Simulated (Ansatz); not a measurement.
**Ge3Si: geometry relaxation**

The run: geometry relaxation of Ge3Si (4 atoms in the cell). Method and program: DFT PBE, scalar-relativistic, plane waves, PAW, no spin polarisation (Ansatz 0.2.0).

The structure was made by a generator, so it may or may not be a known phase. Figures and captions count atoms from 1; the log counts them from 0 in places.

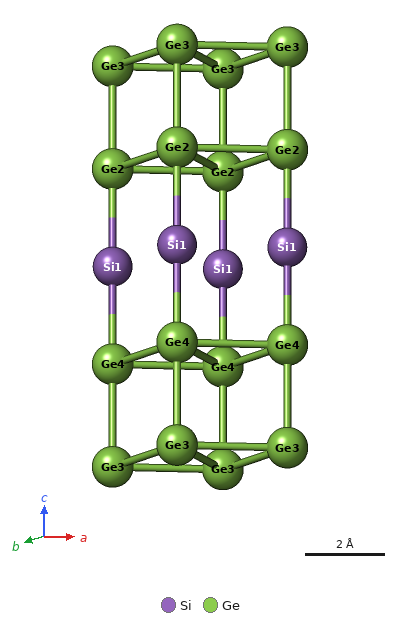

Figure 1. The starting structure (ball-and-stick view of the cell of the calculation, seen at an oblique angle; atoms are numbered from 1 in the order of the input). An atom can appear more than once, as a periodic image.

### Key numbers

```json
{"quantity": "outcome", "value": "converged"}
{"quantity": "space group (tolerance 0.01 Å)", "value": "P6/mmm (191)"}
{"quantity": "electrons treated", "value": "46"}
{"quantity": "free energy", "value": "−13519.5750 eV"}
{"quantity": "Fermi energy", "value": "10.451 eV"}
{"quantity": "gap on the k-point mesh", "value": "none (metallic)"}
{"quantity": "pressure", "value": "0.01 GPa"}
{"quantity": "final volume", "value": "73.14 Å³"}
{"quantity": "largest force (length of the vector) at the end", "value": "0.005 eV/Å"}
{"quantity": "final cell", "value": "a = 2.829 Å, b = 2.829 Å, c = 10.556 Å, α = 90.00°, β = 90.00°, γ = 120.00°"}
{"quantity": "hardware", "value": "1 thread of Intel Xeon @ 2.50GHz (Skylake/Cascade Lake), 189 GiB of memory available, shared host"}
{"quantity": "wall time", "value": "2.1 min"}
{"quantity": "peak memory", "value": "0.57 GiB"}
```

### The input
```yaml
crystal:
  lattice:
    - [2.8290619087, 0.0, 0.0]
    - [-1.4145309544, 2.4500394818, 0.0]
    - [0.0, 0.0, 10.5411654996]
  atoms:
    - { symbol: Si, position: [0.0, 0.0, 0.5] }
    - { symbol: Ge, position: [0.0, 0.0, 0.7436572834] }
    - { symbol: Ge, position: [0.0, 0.0, 0.0] }
    - { symbol: Ge, position: [0.0, 0.0, 0.2563427166] }
basis:
  ecutwfc: 420
kpoints:
  mp_grid: { grid: [18, 18, 6] }
hamiltonian:
  xc: pbe
scf:
  occupations: { method: gaussian, width: 0.1 }
output:
  forces: true
  stress: true
  eigenvalues: true
  write_density: true
  write_potential: true
  elf: true
  volumetric_format: npy
relax:
  adjacent_minimum: "off"
  f_tol: 0.01
  max_steps: 80
  cell: { stress_tol: 0.05 }
```

Launched with:
```bash
ansatz run input.yaml --threads 1 --pin off --max-ram 2560MiB --backend cpu --events-out ev --progress --plain --runs-dir out
```

### Output
```
Engine: ansatz 0.2.0, x86_64-unknown-linux-gnu
Pseudopotentials: kind: paw
Pseudopotential: Si, paw, valence charge 4, recommended cutoff 420 eV (normal), Si.paw.azcp
Pseudopotential: Ge, paw, valence charge 14, recommended cutoff 420 eV (normal), Ge.paw.azcp
Functional definition: PBE
  parameter kappa = 0.804
  parameter beta = 0.06672455060314922
  exchange = pbe_x(kappa = kappa, mu = beta*pi^2/3)
  correlation = pbe_c(beta = beta)
Crystal: 4 atoms, lattice volume = 73.064 Å³
Basis set: ecut = 420 eV, 1439 PW (Γ), exchange–correlation on 40×40×144 points (8 copies of the dense FFT grid, shifted against one another)
Bands: 28, of which v1, the nominal top of the filled ones, is band 23 counted from 1 (22 counted from 0)
Symmetry: 24 space group operations
Space group: P6/mmm (ITA 191), of the structure as read, at distance tolerance 4.2e-5 Å
k-points: 148 of 1944
Non-local potential: Si, projectors of the file, l = 0: 2, l = 1: 2, l = 2: 2
Non-local potential: Ge, projectors of the file, l = 0: 2, l = 1: 2, l = 2: 3, l = 3: 1
PAW form: soft (Blöchl's): semilocal exchange-correlation on the pseudo side does not see the compensation charge
PAW one-centre angular grid: Si, 110 points (default); XC on 64 Gauss nodes
PAW one-centre angular grid: Ge, 590 points (default); XC on 64 Gauss nodes
Initial density: superposition of atomic densities (neutral atoms: chi_scale 0, normalization atom), corrected by the library's trained network
Initial wavefunctions: pseudopotential atomic-orbital guess
Functional: x = pbe(κ = 0.804, μ = 0.2195149727645171), c = pbe(β = 0.06672455060314922)
SCF iter   1: F=—  HF=-13519.575977 eV  |F-HF|=—  |Δ(HF+E_count)|=         —  Δρ=1.21e-3  dr2=7.04e-3  ethr=1.77e-3  ⟨swp⟩=6.2  Hψ=37940  notcnv=0  defer=35
automatic band count: the SCF goes on with 33 bands, as 28 were too few: the levels above may hold too much charge
preconditioner: auto → none  [metal: Δε(μ)=0.030 eV  Ē_g=23.132 eV  σ=0.100 eV  W_gap=0.17  n_scr=8 (ndim 8)  ℏωp=29.5 eV  f_vac=0.000  D(μ)=1.92/eV (n_scr^D=6)  sad-step TF]
SCF iter   2: F=—  HF=-13519.575210 eV  |F-HF|=—  |Δ(HF+E_count)|=   7.67e-4  Δρ=9.12e-4  dr2=4.73e-3  ethr=1.53e-5  ⟨swp⟩=1.0  Hψ=6074  notcnv=0  defer=67
SCF iter   3: F=—  HF=-13519.575104 eV  |F-HF|=—  |Δ(HF+E_count)|=   1.07e-4  Δρ=5.71e-4  dr2=1.98e-4  ethr=1.03e-5  ⟨swp⟩=2.3  Hψ=7129  notcnv=0  defer=67
SCF iter   4: F=—  HF=-13519.574945 eV  |F-HF|=—  |Δ(HF+E_count)|=   1.59e-4  Δρ=1.79e-4  dr2=8.39e-5  ethr=4.30e-7  ⟨swp⟩=2.0  Hψ=7807  notcnv=0  defer=67
SCF iter   5: F=—  HF=-13519.574905 eV  |F-HF|=—  |Δ(HF+E_count)|=   3.98e-5  Δρ=6.40e-5  dr2=2.47e-5  ethr=1.82e-7  ⟨swp⟩=2.5  Hψ=7829  notcnv=0  defer=67
SCF iter   6: F=—  HF=-13519.574904 eV  |F-HF|=—  |Δ(HF+E_count)|=   1.26e-6  Δρ=3.43e-5  dr2=4.97e-6  ethr=5.38e-8  ⟨swp⟩=1.1  Hψ=4435  notcnv=0  defer=67
SCF iter   7: F=—  HF=-13519.574903 eV  |F-HF|=—  |Δ(HF+E_count)|=   4.92e-7  Δρ=1.52e-5  dr2=6.65e-7  ethr=1.08e-8  ⟨swp⟩=1.2  Hψ=4559  notcnv=0  defer=67
SCF iter   8: F=-13519.574903 eV  HF=-13519.574903 eV  |F-HF|=3.53e-8  |Δ(HF+E_count)|=   1.04e-7  Δρ=4.73e-6  dr2=3.53e-8  ethr=2.17e-10  ⟨swp⟩=9.5  Hψ=32159  notcnv=0
SCF 1 converged in 8 iterations: F = -13519.574903 eV  dr2 = 3.53e-8
  greatest PAW one-centre occupation: 0.998 electrons in one spin orbital (limit 2), on the Ge atom at site 2 (counted from 0), in its partial waves of l = 2
relax step   1: F+E_penalty+E_count = -13519.57490328 eV  Δ(F+E_penalty+E_count) = +0.000e0 eV  max|allowed force component| = 1.457e-3 eV/Å  Δτ_max = 0.0000 Å  P = +0.080 GPa  Ω = 73.064 Å³  (8 SCF iters, dr2 threshold 1.00e-7 eV, accepted)
Crystal: 4 atoms, lattice volume = 73.140 Å³
Basis set: ecut = 420 eV, 1451 PW (Γ), exchange–correlation on 40×40×144 points (8 copies of the dense FFT grid, shifted against one another)
Bands: 33, of which v1, the nominal top of the filled ones, is band 23 counted from 1 (22 counted from 0)
Initial density: handed on by an earlier stage of this run
Initial wavefunctions: those handed on with the density
iter 1 solved again at ethr=2.58e-8 eV; its pass at ethr=3.10e-3 eV (dr2=1.19e-5 eV) is discarded
SCF iter   1: F=—  HF=-13519.575032 eV  |F-HF|=—  |Δ(HF+E_count)|=         —  Δρ=1.29e-4  dr2=1.50e-5  ethr=2.58e-8  ⟨swp⟩=2.0  Hψ=21994  notcnv=0
preconditioner: auto → none  [metal: Δε(μ)=0.042 eV  Ē_g=23.118 eV  σ=0.100 eV  W_gap=0.23  n_scr=8 (ndim 8)  ℏωp=29.4 eV  f_vac=0.000  D(μ)=1.93/eV (n_scr^D=6)]
SCF iter   2: F=—  HF=-13519.574990 eV  |F-HF|=—  |Δ(HF+E_count)|=   4.18e-5  Δρ=5.67e-5  dr2=2.46e-6  ethr=2.58e-8  ⟨swp⟩=1.5  Hψ=5210  notcnv=0
SCF iter   3: F=—  HF=-13519.574990 eV  |F-HF|=—  |Δ(HF+E_count)|=   1.56e-7  Δρ=2.21e-5  dr2=5.82e-7  ethr=5.36e-9  ⟨swp⟩=1.3  Hψ=5061  notcnv=0
iter 4 did not close the SCF: its close was put off for the readings that it lacked (scf_convergence_deferred on its scf_iter line)
SCF iter   4: F=-13519.574990 eV  HF=-13519.574990 eV  |F-HF|=1.06e-8  |Δ(HF+E_count)|=   1.25e-8  Δρ=4.78e-6  dr2=1.90e-8  ethr=1.27e-9  ⟨swp⟩=1.6  Hψ=5149  notcnv=0
iter 5 did not close the SCF: its close was put off for the readings that it lacked (scf_convergence_deferred on its scf_iter line)
SCF iter   5: F=-13519.574990 eV  HF=-13519.574990 eV  |F-HF|=1.08e-9  |Δ(HF+E_count)|=  9.64e-11  Δρ=1.17e-6  dr2=1.17e-9  ethr=4.14e-11  ⟨swp⟩=2.0  Hψ=8254  notcnv=0
SCF iter   6: F=-13519.574990 eV  HF=-13519.574990 eV  |F-HF|=2.91e-11  |Δ(HF+E_count)|=  3.66e-10  Δρ=2.10e-7  dr2=4.06e-11  ethr=2.55e-12  ⟨swp⟩=4.1  Hψ=21631  notcnv=0
SCF 2 converged in 6 iterations: F = -13519.574990 eV  dr2 = 4.06e-11
relax step   2: F+E_penalty+E_count = -13519.57498976 eV  Δ(F+E_penalty+E_count) = -8.648e-5 eV  max|allowed force component| = 4.608e-3 eV/Å  Δτ_max = 0.0013 Å  P = +0.011 GPa  Ω = 73.140 Å³  energy of the carried Pulay correction = -1.288e-5 eV  (6 SCF iters, dr2 threshold 2.17e-7 eV, accepted)
Initial wavefunctions: pseudopotential atomic-orbital guess (no wavefunctions were taken with the density)
iter 1 solved again at ethr=1.80e-7 eV; its pass at ethr=3.10e-3 eV (dr2=8.29e-5 eV) is discarded
SCF iter   1: F=—  HF=-13519.574563 eV  |F-HF|=—  |Δ(HF+E_count)|=         —  Δρ=3.70e-4  dr2=2.06e-6  ethr=1.80e-7  ⟨swp⟩=2.5  Hψ=30931  notcnv=0
preconditioner: auto → none  [metal: Δε(μ)=0.041 eV  Ē_g=23.117 eV  σ=0.100 eV  W_gap=0.23  n_scr=8 (ndim 8)  ℏωp=29.4 eV  f_vac=0.000  D(μ)=1.93/eV (n_scr^D=6)]
SCF iter   2: F=—  HF=-13519.574881 eV  |F-HF|=—  |Δ(HF+E_count)|=   3.18e-4  Δρ=1.85e-4  dr2=5.16e-7  ethr=4.49e-9  ⟨swp⟩=1.1  Hψ=4895  notcnv=0
SCF iter   3: F=—  HF=-13519.574999 eV  |F-HF|=—  |Δ(HF+E_count)|=   1.18e-4  Δρ=1.39e-6  dr2=1.91e-9  ethr=1.12e-9  ⟨swp⟩=1.0  Hψ=4884  notcnv=0
SCF iter   4: F=—  HF=-13519.574999 eV  |F-HF|=—  |Δ(HF+E_count)|=  4.67e-10  Δρ=4.35e-7  dr2=6.96e-10  ethr=4.15e-12  ⟨swp⟩=2.0  Hψ=8185  notcnv=0
iter 5 did not close the SCF: its close was put off for the readings that it lacked (scf_convergence_deferred on its scf_iter line)
SCF iter   5: F=-13519.574999 eV  HF=-13519.574999 eV  |F-HF|=1.09e-11  |Δ(HF+E_count)|=  4.00e-11  Δρ=2.44e-7  dr2=2.73e-11  ethr=1.51e-12  ⟨swp⟩=1.0  Hψ=4888  notcnv=0
SCF iter   6: F=-13519.574999 eV  HF=-13519.574999 eV  |F-HF|=3.64e-12  |Δ(HF+E_count)|=  1.46e-11  Δρ=8.22e-8  dr2=2.78e-12  ethr=1.00e-12  ⟨swp⟩=4.0  Hψ=18421  notcnv=0
SCF 3 converged in 6 iterations: F = -13519.574999 eV  dr2 = 2.78e-12
relax step   3: F+E_penalty+E_count = -13519.57499903 eV  Δ(F+E_penalty+E_count) = -9.268e-6 eV  max|allowed force component| = 4.595e-3 eV/Å  Δτ_max = 0.0000 Å  P = +0.011 GPa  Ω = 73.140 Å³  stress off target by 2.35e-2 GPa  SCF on the basis re-selected at this cell (its energy is not comparable with the rows above)  (6 SCF iters)
```

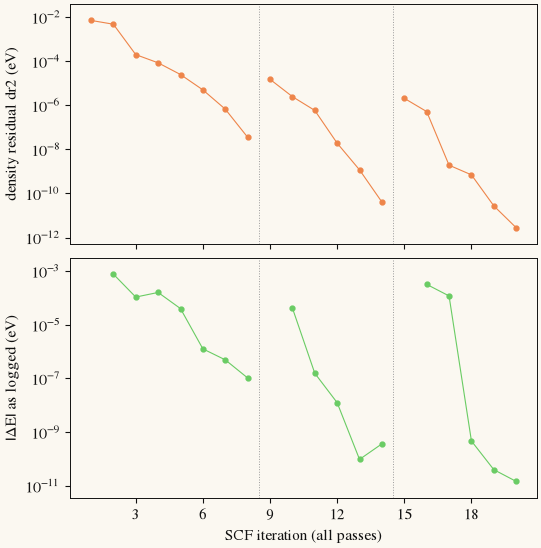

Figure 2. Convergence of the self-consistent field: density residual dr2 and size of the energy change against the SCF iteration. The dotted lines part the SCF passes of the relaxation: geometry steps, rejected trials and re-solves on a re-selected basis. The passes take 8, 6 and 6 iterations.

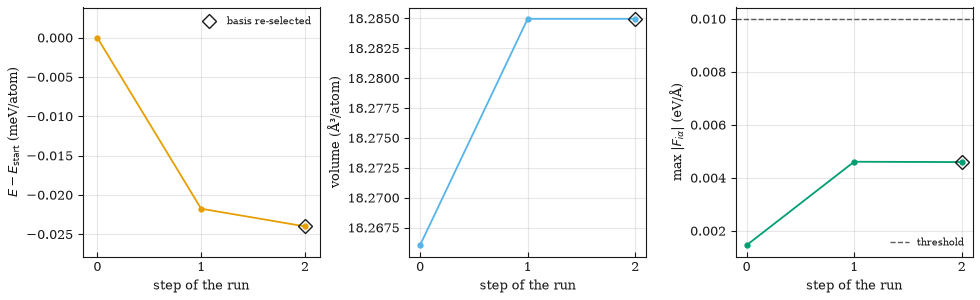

Figure 3. Progress of the relaxation, step by step (the first geometry is step 0 here and step 1 in the log). No atom moves by more than 0.005 Å relative to the cell. Cell: a = b stay at 2.829 Å, c 10.541 → 10.556 Å (+0.1 %). Volume +0.1 %. Distances before and after: Ge2–Ge3 2.702 → 2.707 Å. The space group stays P6/mmm (No. 191). Over 1 geometry step the energy falls by next to nothing (0.0 meV per atom). The largest force component goes from 0.0015 to 0.0046 eV/Å. Pressure: 0.08 GPa at the start and 0.01 GPa at the end. A last SCF at the same geometry on a re-selected plane-wave basis shifts the energy by next to nothing (0.0 meV per atom). (Atoms are counted from 1 in the order of the input.)

```
basis re-selected at this cell: Δ(F+E_penalty+E_count) = -9.268e-6 eV, ΔP = +0.000 GPa vs the last step (what re-selecting the basis moved, of the pressure what is left beyond the Pulay correction that the steps carried, after the strain that the cell walked since its last selection, with what the two solves' SCF thresholds leave and, on support functions, any second-order correction that the steps lacked; it is no measure of the basis error at this ecutwfc). This SCF's stress stands 2.35e-2 GPa from its target on what of the cell is left free (relax.cell.stress_tol is 5.00e-2 GPa) and its largest allowed force component is 4.59e-3 eV/Å (relax.f_tol is 1.00e-2 eV/Å): within both
SCF converged after 6 iterations
Free energy (F): -13519.574999 eV
Harris-Foulkes:  -13519.574999 eV  (|F-HF|=3.64e-12)
Internal energy: -13519.565346 eV  (E = F + TS)
E sigma→0 (E₀):  -13519.570173 eV
Entropy (-TS):   -0.009653 eV (-2.413 meV/atom)
Fermi energy:    10.450664 eV
--- Per-component energies (eV) ---
  E_band       = -343.090931
  E_kinetic    = 371.179576
  E_local      = -7850.200952  (includes V_loc(G=0)·N_el)
  E_nonlocal   = 1274.185721
  E_hartree    = 3514.999754
  E_xc         = -282.088335
  E_vxc        = -240.653083  (∫ρ·V_xc dr)
  E_paw        = -6564.693607  (= ΣΔE_a)
  E_vpaw       = -927.602696  (= ΣTr[D̂ρ^β])
  E_aug_tail   = 0.001096  (compensation charges beyond the density's cutoff)
  E_ewald      = -3982.948600
  E_smearing   = -0.009653  (= −TS)
  E_closure    = -0.000000  (closes the sum)
  Σ components = -13519.574999   (vs F -13519.574999, Δ=0.00e0)
--- Forces (eV/Å), atoms counted from 1 ---
  atom   1  Si     0.00000000     0.00000000     0.00000000
  atom   2  Ge     0.00000000     0.00000000     0.00459460
  atom   3  Ge     0.00000000     0.00000000     0.00000000
  atom   4  Ge     0.00000000     0.00000000    -0.00459460
  max |Σ_I F_I| component: 5.78e-19 eV/Å
--- Stress (GPa, compression-positive) ---
        0.004396      -0.000000       0.000000
       -0.000000       0.004396       0.000000
        0.000000       0.000000       0.023524
  P = ⅓ Tr σ = 0.0108 GPa (0.108 kbar)
--- Band table (eV; the first three rows and the last of 148) ---
  k-point 0: bands = ["-14.2877", "-14.2329", "-14.2329", "-14.2219", "-14.2219", "-14.2209", "-14.2209", "-14.2016", "-14.1503", "-14.1379", "-14.1379", "-14.0951", "-14.0951", "-14.0835", "-14.0835", "-2.7520", "-1.6507", "-1.2745", "1.4354", "4.3994", "9.7438", "9.8106", "17.4300", "18.7291", "18.7291", "19.8060", "19.9877", "19.9877", "20.1346", "20.1346", "21.9320", "21.9320", "22.4513"]
  k-point 1: bands = ["-14.2876", "-14.2329", "-14.2329", "-14.2219", "-14.2219", "-14.2209", "-14.2209", "-14.2018", "-14.1501", "-14.1379", "-14.1379", "-14.0951", "-14.0951", "-14.0835", "-14.0835", "-2.7179", "-1.8825", "-0.9862", "1.2321", "4.6852", "8.5389", "11.0823", "16.6779", "18.7502", "18.7502", "19.7415", "19.7415", "20.4338", "20.4338", "20.5079", "21.8361", "21.8361", "22.4520"]
  k-point 2: bands = ["-14.2875", "-14.2329", "-14.2329", "-14.2219", "-14.2219", "-14.2209", "-14.2209", "-14.2022", "-14.1499", "-14.1379", "-14.1379", "-14.0951", "-14.0951", "-14.0835", "-14.0835", "-2.6184", "-2.1727", "-0.5454", "0.7953", "5.3863", "7.3829", "12.4337", "15.3488", "18.8007", "18.8007", "19.5152", "19.5152", "20.8251", "20.8251", "21.5782", "21.5782", "21.6059", "22.4533"]
  k-point 147: bands = ["-14.1989", "-14.1961", "-14.1961", "-14.1735", "-14.1735", "-14.1617", "-14.1617", "-14.1610", "-14.1610", "-14.1466", "-14.1466", "-14.1294", "-14.1294", "-14.1051", "-14.0435", "3.8781", "4.0039", "6.1649", "7.0185", "7.0185", "7.0320", "7.2790", "7.2790", "9.2275", "9.2275", "9.3808", "9.3808", "11.6146", "12.2340", "16.5806", "16.5806", "17.2649", "17.2649"]
--- Relaxed structure (2 steps of the walk, 2 accepted, 1 SCFs on fresh bases) ---
  F+E_penalty+E_count = -13519.57499903 eV   max|allowed force component| = 4.595e-3 eV/Å   (the final SCF, on the basis selected at the relaxed cell)
  cell:  # Å, volume = 73.1398 Å³
    - [2.828543568413719, 2.8862219470046003e-11, 0.0]
    - [-1.414271784231855, 2.4495905859429365, 0.0]
    - [0.0, 0.0, 10.555955902534263]
  atoms:
    - { symbol: Si, position: [-2.8863407378315895e-37, 8.188345699409952e-37, 0.5] }
    - { symbol: Ge, position: [-2.0149446560594572e-36, -2.456503709789042e-36, 0.7435317857041166] }
    - { symbol: Ge, position: [-1.5567191021043896e-37, 8.188345699394286e-37, 0.0] }
    - { symbol: Ge, position: [2.4592506400530553e-36, 8.188345699086183e-37, 0.2564682142958835] }
```

### Trajectory as extended XYZ (Å, eV, eV/Å), 3 frames, from step=1 to step=3
```
4
Lattice="2.8291 0.0000 0.0000 -1.4145 2.4500 0.0000 0.0000 0.0000 10.5412" Properties=species:S:1:pos:R:3:forces:R:3 step=1 energy=-13519.57490 pressure_GPa=0.08
Si    0.0000    0.0000    5.2706    0.0000   0.0000   0.0000
Ge    0.0000    0.0000    7.8390    0.0000   0.0000  -0.0015
Ge    0.0000    0.0000    0.0000    0.0000   0.0000   0.0000
Ge    0.0000    0.0000    2.7022    0.0000   0.0000   0.0015
4
Lattice="2.8285 0.0000 0.0000 -1.4143 2.4496 0.0000 0.0000 0.0000 10.5560" Properties=species:S:1:pos:R:3:forces:R:3 step=2 energy=-13519.57499 pressure_GPa=0.01
Si    0.0000    0.0000    5.2780    0.0000   0.0000   0.0000
Ge    0.0000    0.0000    7.8487    0.0000   0.0000   0.0046
Ge    0.0000    0.0000    0.0000    0.0000   0.0000   0.0000
Ge    0.0000    0.0000    2.7073    0.0000   0.0000  -0.0046
4
Lattice="2.8285 0.0000 0.0000 -1.4143 2.4496 0.0000 0.0000 0.0000 10.5560" Properties=species:S:1:pos:R:3:forces:R:3 step=3 energy=-13519.57500 pressure_GPa=0.01
Si    0.0000    0.0000    5.2780    0.0000   0.0000   0.0000
Ge    0.0000    0.0000    7.8487    0.0000   0.0000   0.0046
Ge    0.0000    0.0000    0.0000    0.0000   0.0000   0.0000
Ge    0.0000    0.0000    2.7073    0.0000   0.0000  -0.0046
```

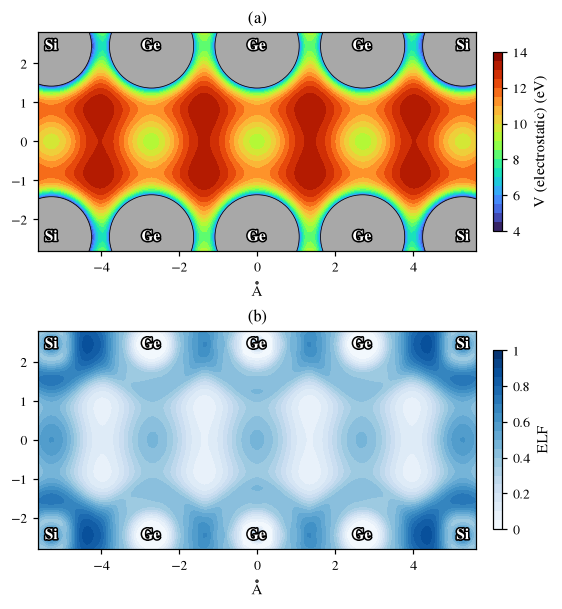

Figure 4. (a) electrostatic potential energy of an electron; (b) electron localisation function on the (110) plane of the conventional cell. Grey discs, where drawn, cover atomic cores. Atoms in the plane: Si and Ge. Si–Ge (2.57 Å): the ELF is about 0.80 at the midpoint. Ge–Ge (2.71 Å): the ELF peaks at about 0.65 between the atoms. Outside the cores the potential energy rises away from the atoms and is highest about 2.1 Å from the nearest atoms; outside the discs it spans about 9 eV, and its zero is arbitrary. In a PAW calculation such maps are meaningful between the atoms, not at the nuclei.
